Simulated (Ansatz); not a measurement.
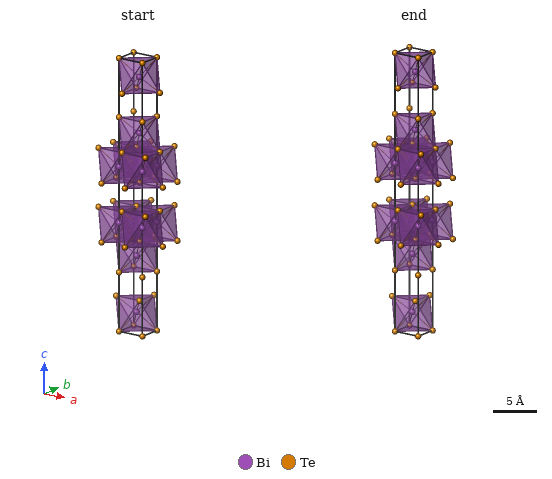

The structure of solid Bi$_{2}$Te$_{3}$ (set up in R-3m) before (left) and after (right) a relaxation, at one scale.

The picture is a polyhedral view of the conventional cell (3 times the calculation's cell), seen slightly off an axis. Lengths and directions refer to the drawn axes.

Case: volume × 1.03, shape and atoms relaxed.

All numbers below come from DFT PBE, scalar-relativistic, plane waves, PAW (Ansatz 0.2.0).

The input:
```yaml
crystal:
  lattice:
    - [2.2452887395, 1.2963180582, 10.829064815]
    - [-2.2452887395, 1.2963180582, 10.829064815]
    - [0.0, -2.5926361163, 10.829064815]
  atoms:
    - { symbol: Bi, position: [0.3972076361, 0.3972076361, 0.3972076361] }
    - { symbol: Bi, position: [0.6027923639, 0.6027923639, 0.6027923639] }
    - { symbol: Te, position: [0.0, 0.0, 0.0] }
    - { symbol: Te, position: [0.2160333159, 0.2160333159, 0.2160333159] }
    - { symbol: Te, position: [0.7839666841, 0.7839666841, 0.7839666841] }
basis:
  ecutwfc: 420
kpoints:
  mp_grid: { grid: [12, 12, 12] }
hamiltonian:
  xc: pbe
scf:
  occupations: { method: gaussian, width: 0.02 }
output:
  forces: true
  stress: true
  eigenvalues: true
relax:
  adjacent_minimum: "off"
  f_tol: 0.01
  max_steps: 30
  cell: { stress_tol: 0.1, fix: [volume] }
```

Launched with:
```bash
ansatz run input.yaml --threads 2 --pin off --max-ram 5120MiB --backend cpu --events-out ev --progress --plain --runs-dir out
```

Describe what moved and what it gained.

The run was cut off at its time limit before the relaxation converged, so the last structure is only a point on the way. Over 4 geometry steps the energy falls by 3.5 meV per atom. The largest force component goes from 0.2 to 0.033 eV/Å. Pressure: −1.21 GPa at the start and −0.18 GPa at the end. The largest moves relative to the cell, 0.11 Å, are those of Te4 and Te5. Te4 goes along +c. Largest moves by element: Te 0.11 Å, Bi 0.05 Å. The drawn cell changes at constant volume: a = b 4.491 → 4.449 Å (−0.9 %), c 32.487 → 33.103 Å (+1.9 %). Among the contacts that change: Bi1–Te5 3.120 → 3.087 Å, Bi1–Te3 3.321 → 3.295 Å. The space group stays R-3m (No. 166). The run took 3.1 min on 2 threads of Arm Neoverse V2, on a shared host, peak memory 1.3 GiB.
